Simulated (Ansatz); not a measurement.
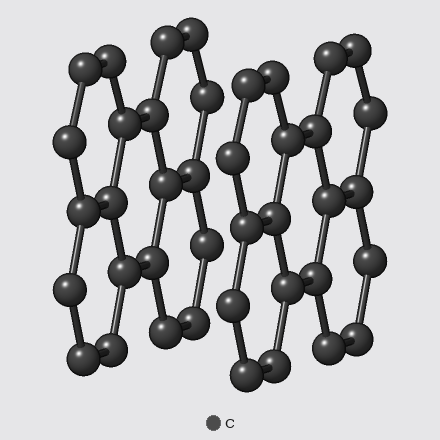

The system is H₂ on a C(110) slab cut from the R-3m phase, its upper half relaxed before the scan (40 atoms of substrate and one adsorbate in a 2 × 2 cell); the picture shows it without the atoms that are moved over the map. 
- H2 lies flat over one site of a rigid substrate while its bond length and height are varied; it sits over a hollow site, heights counted from the top plane, its axis along the second surface vector.
- Coordinates scanned: (1) distance H41-H42; (2) height of the H2 axis above the plane of C33.
- Grid: 8 × 9 points. At 15 points there is no value (left out: too close to the surface, or the stretched molecule far from it).
- Points are written as (first, second).
- Energies: eV, counted from the lowest grid point.
- Computed with DFT LDA, scalar-relativistic, plane waves, PAW in Ansatz 0.2.0. Settings: cutoff 420 eV, k-mesh 4×4×1, gaussian smearing 0.05 eV, no spin polarisation.

Range: distance H41-H42 from 0.650 to 2.650 Å; height of the H2 axis above the plane of C33 from 0.45 to 3.60 Å.

What landscape does the calculation give?

The lowest grid point is at (0.750 Å, 2.60 Å). The highest grid point, (2.650 Å, 1.73 Å), lies 4.80 eV above the lowest. On the interpolated surface the lowest path from the intact molecule far from the surface, about (0.76 Å, 3.11 Å), to the stretched end of the scan, about (2.34 Å, 0.49 Å), has its top at (1.495 Å, 0.45 Å), about 2.5 eV above the start and 0.2 eV above the end.

| second ↓, first → | 0.650 | 0.750 | 0.919 | 1.181 | 1.495 | 1.849 | 2.235 | 2.650 |
| --- | --- | --- | --- | --- | --- | --- | --- | --- |
| 3.60 | 0.30 | 0.02 | 0.30 | 1.36 | – | – | – | – |
| 3.00 | 0.28 | 0.00 | 0.28 | 1.34 | – | – | – | – |
| 2.60 | 0.28 | 0.00 | 0.28 | 1.34 | – | – | – | – |
| 2.05 | 0.35 | 0.08 | 0.36 | 1.43 | 2.76 | – | – | – |
| 1.73 | 0.49 | 0.22 | 0.51 | 1.57 | 2.87 | 3.95 | 4.61 | 4.80 |
| 1.41 | 0.76 | 0.49 | 0.77 | 1.79 | 2.96 | 3.79 | 4.04 | 3.97 |
| 1.09 | 1.15 | 0.88 | 1.12 | 2.01 | 2.90 | 3.25 | 3.17 | 3.13 |
| 0.77 | 1.66 | 1.36 | 1.52 | 2.17 | 2.63 | 2.60 | 2.50 | 2.52 |
| 0.45 | 2.23 | 1.89 | 1.96 | 2.36 | 2.47 | 2.33 | 2.27 | 2.36 |

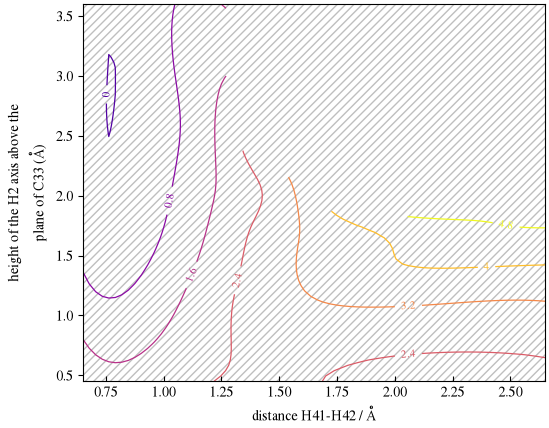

The picture shows contour lines labelled in eV (none above 4.8), hatched blanks where no value was computed. Between grid points the surface is interpolated.

Each point was launched as `ansatz run input.yaml --threads 4 --pin off --max-ram 12288MiB --backend cpu --events-out ev --progress --plain --runs-dir out`. Time for the 57 points that were run: 86 min on 4 threads of Arm Neoverse N1, on a shared host.

PAW datasets: the set soft_1.
